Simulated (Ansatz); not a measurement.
# Geometry relaxation of AlCu$_{3}$ (part 1 of 2)

AlCu$_{3}$ (P6₃/mmc, 8 atoms in the cell), computed with DFT LDA, scalar-relativistic, plane waves, PAW, no spin polarisation (Ansatz 0.2.0).

The structure derives from a Materials Project entry. Figures and captions count atoms from 1; the log counts them from 0 in places.

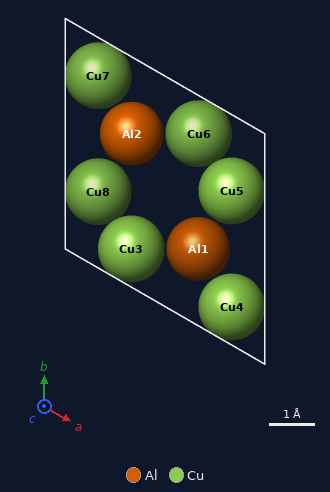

Figure 1. The structure as given in the input (spheres-only view of the cell of the calculation, along the c axis; atoms are numbered from 1 in the order of the input). An atom can appear more than once, as a periodic image.

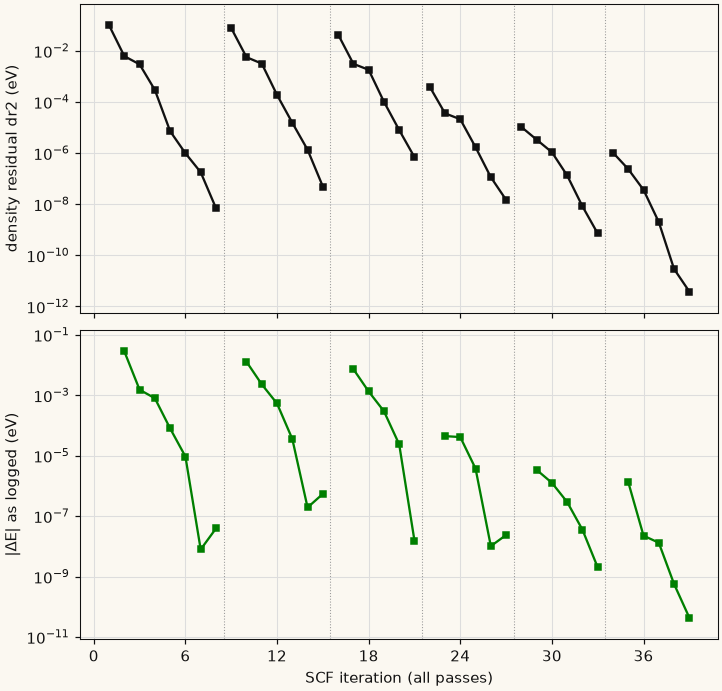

Figure 2. Convergence of the self-consistent field: density residual dr2 and size of the energy change against the SCF iteration. The dotted lines part the SCF passes of the relaxation: geometry steps, rejected trials and re-solves on a re-selected basis. The 6 passes take 6 to 8 iterations each, 39 in all.

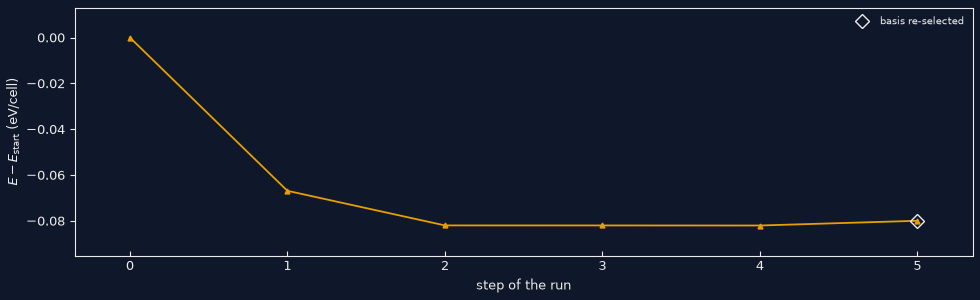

Figure 3. Progress of the relaxation, step by step (the first geometry is step 0 here and step 1 in the log).

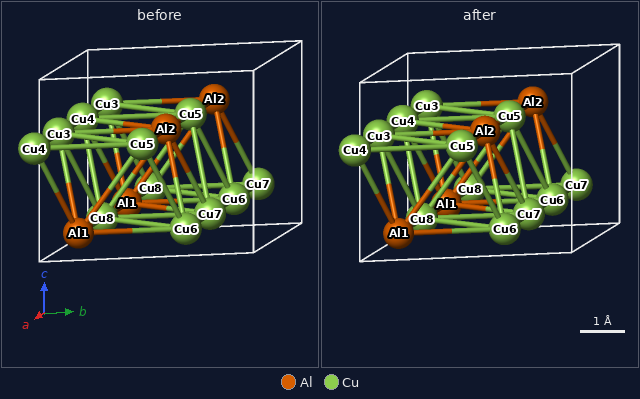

Figure 4. Before (left) and after (right) the relaxation, at one scale (ball-and-stick view of the cell of the calculation, repeated 2 × 1 × 1, seen slightly off an axis). No atom moves by more than 0.005 Å relative to the cell. The volume changes by −4.0 %, with a = b 5.138 → 5.081 Å (−1.1 %), c 4.206 → 4.130 Å (−1.8 %). Among the contacts that change: Cu3–Cu7 2.568 → 2.525 Å, Al1–Cu3 2.579 → 2.540 Å, Cu3–Cu4 2.551 → 2.518 Å, Al1–Cu6 2.569 → 2.540 Å. The space group stays P6_3/mmc (No. 194). The energy falls by 82.0 meV per cell of the calculation in 4 geometry steps. Largest force component: 0.047 eV/Å at the start, 0.00018 eV/Å at the end. The pressure goes from −6.22 to −0.01 GPa. A last SCF at the same geometry on a re-selected plane-wave basis shifts the energy by +2.1 meV per cell of the calculation. (Atoms are counted from 1 in the order of the input.)

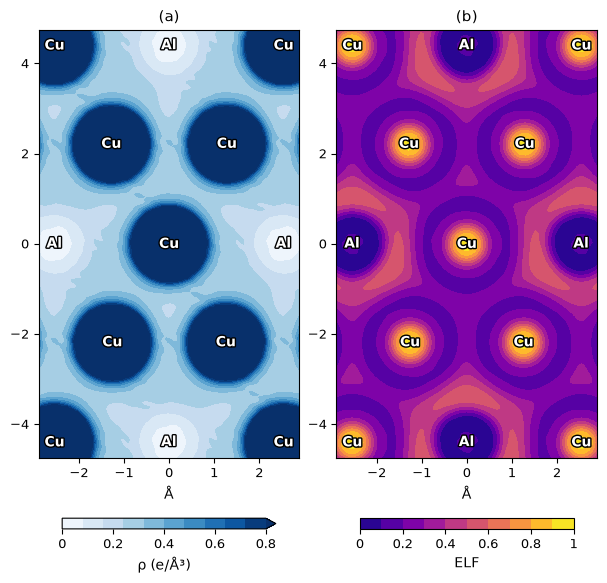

Figure 5. (a) valence charge density (pseudo); (b) ELF on the (001) plane of the conventional cell. The section cuts through Al and Cu sites. Cu–Cu (2.52 Å): ρ is about 0.32 e/Å³ halfway; the ELF is about 0.25 at the midpoint; no localised pair between them. Al–Cu (2.54 Å): ρ at the midpoint is about 0.29 e/Å³, with its minimum of 0.23 e/Å³ about 1.0 Å from Al; the ELF is about 0.40 at the midpoint, which marks nearly free electrons, as in a simple metal. Cu–Cu (2.56 Å): ρ at the midpoint is about 0.32 e/Å³, with its minimum of 0.28 e/Å³ about 1.2 Å from Cu; the ELF is about 0.25 at the midpoint (no shared electron pair). Away from the nuclei the density in this plane falls to 0.22 e/Å³ at its lowest. The strong features right at Cu lie inside the PAW spheres (semicore, d or f shells) and say nothing about bonding. The fields are those of the smooth PAW valence density.

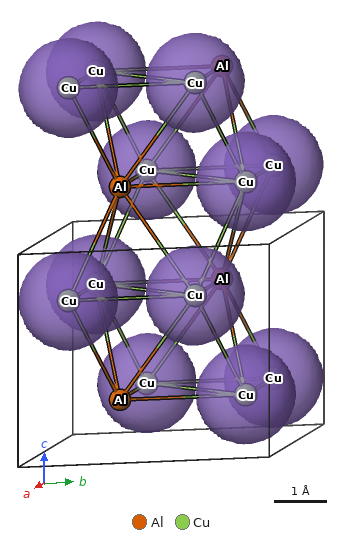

Figure 6. Isosurface of the valence pseudo-density at 0.5 e/Å³ (purple), seen slightly off an axis. Sticks mark near contacts. The outline is the cell set on symmetry axes. At this value the density breaks into separate islands; it holds about 85 % of the electrons treated as valence (semicore included). It is pinched off along the Cu–Cu (2.52 Å), Al–Cu (2.54 Å) and Cu–Cu (2.56 Å) contacts. On the grid the lowest density along these lines, outside the cores, is 0.3 e/Å³ (Cu–Cu, 2.52 Å), 0.25 e/Å³ (Al–Cu, 2.54 Å) and 0.28 e/Å³ (Cu–Cu, 2.56 Å).

These pictures come from the run below.

## The input
```yaml
crystal:
  lattice:
    - [5.137917364, 0.0, 0.0]
    - [-2.568958682, 4.4495669597, 0.0]
    - [0.0, 0.0, 4.20614006]
  atoms:
    - { symbol: Al, position: [0.66666667, 0.33333333, 0.25] }
    - { symbol: Al, position: [0.33333333, 0.66666667, 0.75] }
    - { symbol: Cu, position: [0.33106471, 0.16553236, 0.75] }
    - { symbol: Cu, position: [0.83446764, 0.16553236, 0.75] }
    - { symbol: Cu, position: [0.83446764, 0.66893529, 0.75] }
    - { symbol: Cu, position: [0.66893529, 0.83446764, 0.25] }
    - { symbol: Cu, position: [0.16553236, 0.83446764, 0.25] }
    - { symbol: Cu, position: [0.16553236, 0.33106471, 0.25] }
basis:
  ecutwfc: 420
kpoints:
  mp_grid: { grid: [12, 12, 8] }
hamiltonian:
  xc: lda
scf:
  occupations: { method: gaussian, width: 0.1 }
output:
  forces: true
  stress: true
  eigenvalues: true
  write_density: true
  write_potential: true
  elf: true
  volumetric_format: npy
relax:
  adjacent_minimum: "off"
  f_tol: 0.005
  max_steps: 80
  cell: { stress_tol: 0.05 }
```

Command:
```bash
ansatz run input.yaml --threads 2 --pin off --max-ram 6144MiB --backend cpu --events-out ev --progress --plain --runs-dir out
```

## The program's output
```
Engine: ansatz 0.2.0, x86_64-unknown-linux-gnu
Pseudopotentials: kind: paw
Pseudopotential: Al, paw, valence charge 3, recommended cutoff 420 eV (normal), Al.paw.azcp
Pseudopotential: Cu, paw, valence charge 19, recommended cutoff 420 eV (normal), Cu.paw.azcp
Functional definition: SPW92
  exchange = slater_x
  correlation = pw_c
Crystal: 8 atoms, lattice volume = 96.159 Å³
Basis set: ecut = 420 eV, 1881 PW (Γ)
Bands: 72, of which v1, the nominal top of the filled ones, is band 60 counted from 1 (59 counted from 0)
Symmetry: 24 space group operations
Space group: P63/mmc (ITA 194), of the structure as read, at distance tolerance 4.6e-5 Å
k-points: 95 of 1152
Non-local potential: Al, projectors of the file, l = 0: 2, l = 1: 2, l = 2: 1
Non-local potential: Cu, projectors of the file, l = 0: 3, l = 1: 2, l = 2: 3, l = 3: 1
PAW form: soft (Blöchl's): semilocal exchange-correlation on the pseudo side does not see the compensation charge
PAW frozen core: Al, regenerated for the run's functional, and the local potential with it (the file was generated under x = pbe(κ = 0.804, μ = 0.2195149727645171), c = pbe(β = 0.06672455060314922))
PAW frozen core: Cu, regenerated for the run's functional, and the local potential with it (the file was generated under x = pbe(κ = 0.804, μ = 0.2195149727645171), c = pbe(β = 0.06672455060314922))
PAW one-centre angular grid: Al, 110 points (default); XC on 64 Gauss nodes
PAW one-centre angular grid: Cu, 590 points (default); XC on 64 Gauss nodes
Initial density: superposition of atomic densities (neutral atoms: chi_scale 0, normalization atom), corrected by the library's trained network
Initial wavefunctions: pseudopotential atomic-orbital guess
Functional: x = slater, c = lda
SCF iter   1: F=—  HF=-40361.700616 eV  |F-HF|=—  |Δ(HF+E_count)|=         —  Δρ=1.60e-2  dr2=9.99e-2  ethr=1.77e-3  ⟨swp⟩=5.2  Hψ=24721  notcnv=0  defer=93
preconditioner: auto → Kerker (q_TF=auto, 2.831 Å⁻¹)  [metal: Δε(μ)=0.011 eV  Ē_g=8.824 eV  σ=0.100 eV  W_gap=0.06  n_scr=32 (ndim 8)  ℏωp=32.1 eV  f_vac=0.000  D(μ)=3.11/eV (n_scr^D=20)]
SCF iter   2: F=—  HF=-40361.672238 eV  |F-HF|=—  |Δ(HF+E_count)|=   2.84e-2  Δρ=2.31e-3  dr2=6.18e-3  ethr=8.32e-5  ⟨swp⟩=2.0  Hψ=11681  notcnv=0  defer=476
SCF iter   3: F=—  HF=-40361.670711 eV  |F-HF|=—  |Δ(HF+E_count)|=   1.53e-3  Δρ=2.09e-3  dr2=2.96e-3  ethr=5.15e-6  ⟨swp⟩=2.6  Hψ=10930  notcnv=0  defer=476
SCF iter   4: F=—  HF=-40361.669910 eV  |F-HF|=—  |Δ(HF+E_count)|=   8.00e-4  Δρ=3.96e-4  dr2=2.94e-4  ethr=2.47e-6  ⟨swp⟩=2.0  Hψ=8469  notcnv=0  defer=476
SCF iter   5: F=—  HF=-40361.669830 eV  |F-HF|=—  |Δ(HF+E_count)|=   8.00e-5  Δρ=9.10e-5  dr2=7.16e-6  ethr=2.45e-7  ⟨swp⟩=2.0  Hψ=9696  notcnv=0  defer=476
SCF iter   6: F=—  HF=-40361.669840 eV  |F-HF|=—  |Δ(HF+E_count)|=   9.42e-6  Δρ=3.20e-5  dr2=9.85e-7  ethr=5.97e-9  ⟨swp⟩=2.0  Hψ=9808  notcnv=0  defer=476
SCF iter   7: F=—  HF=-40361.669840 eV  |F-HF|=—  |Δ(HF+E_count)|=   7.92e-9  Δρ=1.21e-5  dr2=1.78e-7  ethr=8.21e-10  ⟨swp⟩=2.4  Hψ=12408  notcnv=0  defer=476
SCF iter   8: F=-40361.669840 eV  HF=-40361.669840 eV  |F-HF|=7.87e-9  |Δ(HF+E_count)|=   3.91e-8  Δρ=2.25e-6  dr2=7.06e-9  ethr=8.33e-11  ⟨swp⟩=11.6  Hψ=45261  notcnv=0
SCF 1 converged in 8 iterations: F = -40361.669840 eV  dr2 = 7.06e-9
  greatest PAW one-centre occupation: 1.000 electrons in one spin orbital (limit 2), on the Cu atom at site 7 (counted from 0), in its partial waves of l = 0
relax step   1: F+E_penalty+E_count = -40361.66983983 eV  Δ(F+E_penalty+E_count) = +0.000e0 eV  max|allowed force component| = 4.668e-2 eV/Å  Δτ_max = 0.0000 Å  P = -6.224 GPa  Ω = 96.159 Å³  (8 SCF iters, dr2 threshold 1.00e-7 eV, accepted)
Crystal: 8 atoms, lattice volume = 93.870 Å³
Basis set: ecut = 420 eV, 1843 PW (Γ)
Initial density: handed on by an earlier stage of this run
Initial wavefunctions: those handed on with the density
iter 1 solved again at ethr=6.42e-5 eV; its pass at ethr=3.10e-3 eV (dr2=7.70e-2 eV) is discarded
SCF iter   1: F=—  HF=-40361.752457 eV  |F-HF|=—  |Δ(HF+E_count)|=         —  Δρ=1.07e-2  dr2=7.75e-2  ethr=6.42e-5  ⟨swp⟩=2.0  Hψ=27337  notcnv=0
preconditioner: auto → Kerker (q_TF=auto, 2.842 Å⁻¹)  [metal: Δε(μ)=0.011 eV  Ē_g=8.977 eV  σ=0.100 eV  W_gap=0.06  n_scr=26 (ndim 8)  ℏωp=32.5 eV  f_vac=0.001  D(μ)=3.13/eV (n_scr^D=20)]
SCF iter   2: F=—  HF=-40361.739534 eV  |F-HF|=—  |Δ(HF+E_count)|=   1.29e-2  Δρ=2.12e-3  dr2=5.63e-3  ethr=6.42e-5  ⟨swp⟩=2.0  Hψ=9744  notcnv=0
SCF iter   3: F=—  HF=-40361.737222 eV  |F-HF|=—  |Δ(HF+E_count)|=   2.31e-3  Δρ=1.66e-3  dr2=3.17e-3  ethr=4.69e-6  ⟨swp⟩=2.4  Hψ=10169  notcnv=0
SCF iter   4: F=—  HF=-40361.736686 eV  |F-HF|=—  |Δ(HF+E_count)|=   5.36e-4  Δρ=4.28e-4  dr2=1.88e-4  ethr=2.64e-6  ⟨swp⟩=2.2  Hψ=8938  notcnv=0
SCF iter   5: F=—  HF=-40361.736722 eV  |F-HF|=—  |Δ(HF+E_count)|=   3.59e-5  Δρ=8.94e-5  dr2=1.53e-5  ethr=1.57e-7  ⟨swp⟩=2.0  Hψ=10156  notcnv=0
SCF iter   6: F=—  HF=-40361.736722 eV  |F-HF|=—  |Δ(HF+E_count)|=   1.94e-7  Δρ=2.34e-5  dr2=1.35e-6  ethr=1.27e-8  ⟨swp⟩=2.0  Hψ=10240  notcnv=0
SCF iter   7: F=-40361.736722 eV  HF=-40361.736722 eV  |F-HF|=2.15e-8  |Δ(HF+E_count)|=   5.47e-7  Δρ=7.67e-6  dr2=4.92e-8  ethr=6.67e-10  ⟨swp⟩=9.4  Hψ=48101  notcnv=0
SCF 2 converged in 7 iterations: F = -40361.736722 eV  dr2 = 4.92e-8
  Residual-converged pass: ⟨swp⟩=1.0  Hψ=7221  notcnv=0  max |occ|·‖R‖ = 7.1e-9 eV (tolerance 1.0e-8 eV)  dr2=4.92e-8  dr2_onsite=3.63e-8  max |Δocc| = 9.7e-11
relax step   2: F+E_penalty+E_count = -40361.73672181 eV  Δ(F+E_penalty+E_count) = -6.688e-2 eV  max|allowed force component| = 3.499e-2 eV/Å  Δτ_max = 0.0006 Å  P = -2.704 GPa  Ω = 93.870 Å³  energy of the carried Pulay correction = +1.291e-3 eV  (7 SCF iters, dr2 threshold 8.00e-7 eV, accepted)
Crystal: 8 atoms, lattice volume = 92.175 Å³
Basis set: ecut = 420 eV, 1831 PW (Γ)
iter 1 solved again at ethr=3.60e-5 eV; its pass at ethr=3.10e-3 eV (dr2=4.33e-2 eV) is discarded
SCF iter   1: F=—  HF=-40361.760788 eV  |F-HF|=—  |Δ(HF+E_count)|=         —  Δρ=8.10e-3  dr2=4.35e-2  ethr=3.60e-5  ⟨swp⟩=1.9  Hψ=26866  notcnv=0
preconditioner: auto → Kerker (q_TF=auto, 2.851 Å⁻¹)  [metal: Δε(μ)=0.005 eV  Ē_g=9.137 eV  σ=0.100 eV  W_gap=0.03  n_scr=26 (ndim 8)  ℏωp=32.8 eV  f_vac=0.001  D(μ)=3.12/eV (n_scr^D=20)]
SCF iter   2: F=—  HF=-40361.753438 eV  |F-HF|=—  |Δ(HF+E_count)|=   7.35e-3  Δρ=1.62e-3  dr2=3.10e-3  ethr=3.60e-5  ⟨swp⟩=2.0  Hψ=8814  notcnv=0
SCF iter   3: F=—  HF=-40361.752102 eV  |F-HF|=—  |Δ(HF+E_count)|=   1.34e-3  Δρ=1.29e-3  dr2=1.81e-3  ethr=2.58e-6  ⟨swp⟩=2.0  Hψ=9607  notcnv=0
SCF iter   4: F=—  HF=-40361.751804 eV  |F-HF|=—  |Δ(HF+E_count)|=   2.98e-4  Δρ=3.31e-4  dr2=1.02e-4  ethr=1.51e-6  ⟨swp⟩=2.1  Hψ=8719  notcnv=0
SCF iter   5: F=—  HF=-40361.751828 eV  |F-HF|=—  |Δ(HF+E_count)|=   2.38e-5  Δρ=6.47e-5  dr2=7.94e-6  ethr=8.51e-8  ⟨swp⟩=2.0  Hψ=10175  notcnv=0
SCF iter   6: F=-40361.751827 eV  HF=-40361.751828 eV  |F-HF|=5.97e-7  |Δ(HF+E_count)|=   1.54e-8  Δρ=1.75e-5  dr2=6.92e-7  ethr=6.67e-10  ⟨swp⟩=7.1  Hψ=48314  notcnv=0
SCF 3 converged in 6 iterations: F = -40361.751827 eV  dr2 = 6.92e-7
relax step   3: F+E_penalty+E_count = -40361.75182697 eV  Δ(F+E_penalty+E_count) = -1.511e-2 eV  max|allowed force component| = 5.477e-3 eV/Å  Δτ_max = 0.0020 Å  P = +0.251 GPa  Ω = 92.175 Å³  energy of the carried Pulay correction = +2.269e-3 eV  (6 SCF iters, dr2 threshold 8.00e-7 eV, accepted)
Crystal: 8 atoms, lattice volume = 92.321 Å³
iter 1 solved again at ethr=3.54e-7 eV; its pass at ethr=3.10e-3 eV (dr2=4.25e-4 eV) is discarded
SCF iter   1: F=—  HF=-40361.751931 eV  |F-HF|=—  |Δ(HF+E_count)|=         —  Δρ=7.79e-4  dr2=3.93e-4  ethr=3.54e-7  ⟨swp⟩=2.9  Hψ=25785  notcnv=0
preconditioner: auto → Kerker (q_TF=auto, 2.850 Å⁻¹)  [metal: Δε(μ)=0.007 eV  Ē_g=9.184 eV  σ=0.100 eV  W_gap=0.04  n_scr=26 (ndim 8)  ℏωp=32.8 eV  f_vac=0.001  D(μ)=3.11/eV (n_scr^D=20)]
SCF iter   2: F=—  HF=-40361.751886 eV  |F-HF|=—  |Δ(HF+E_count)|=   4.46e-5  Δρ=2.06e-4  dr2=3.59e-5  ethr=3.27e-7  ⟨swp⟩=2.0  Hψ=8822  notcnv=0
SCF iter   3: F=—  HF=-40361.751845 eV  |F-HF|=—  |Δ(HF+E_count)|=   4.15e-5  Δρ=1.44e-4  dr2=2.10e-5  ethr=2.99e-8  ⟨swp⟩=2.0  Hψ=9725  notcnv=0
SCF iter   4: F=—  HF=-40361.751841 eV  |F-HF|=—  |Δ(HF+E_count)|=   3.76e-6  Δρ=3.84e-5  dr2=1.70e-6  ethr=1.75e-8  ⟨swp⟩=2.5  Hψ=9807  notcnv=0
iter 5 did not close the SCF: its close was put off for the readings that it lacked (scf_convergence_deferred on its scf_iter line)
SCF iter   5: F=-40361.751841 eV  HF=-40361.751841 eV  |F-HF|=3.55e-8  |Δ(HF+E_count)|=   1.02e-8  Δρ=9.57e-6  dr2=1.14e-7  ethr=1.41e-9  ⟨swp⟩=2.0  Hψ=10105  notcnv=0
SCF iter   6: F=-40361.751841 eV  HF=-40361.751841 eV  |F-HF|=1.46e-8  |Δ(HF+E_count)|=   2.38e-8  Δρ=2.28e-6  dr2=1.48e-8  ethr=9.54e-11  ⟨swp⟩=5.1  Hψ=40371  notcnv=0
SCF 4 converged in 6 iterations: F = -40361.751841 eV  dr2 = 1.48e-8
relax step   4: F+E_penalty+E_count = -40361.75184079 eV  Δ(F+E_penalty+E_count) = -1.382e-5 eV  max|allowed force component| = 8.151e-3 eV/Å  Δτ_max = 0.0012 Å  P = -0.008 GPa  Ω = 92.321 Å³  energy of the carried Pulay correction = +2.184e-3 eV  (6 SCF iters, dr2 threshold 1.87e-7 eV, accepted)
Crystal: 8 atoms, lattice volume = 92.315 Å³
iter 1 solved again at ethr=8.89e-9 eV; its pass at ethr=3.10e-3 eV (dr2=1.07e-5 eV) is discarded
```
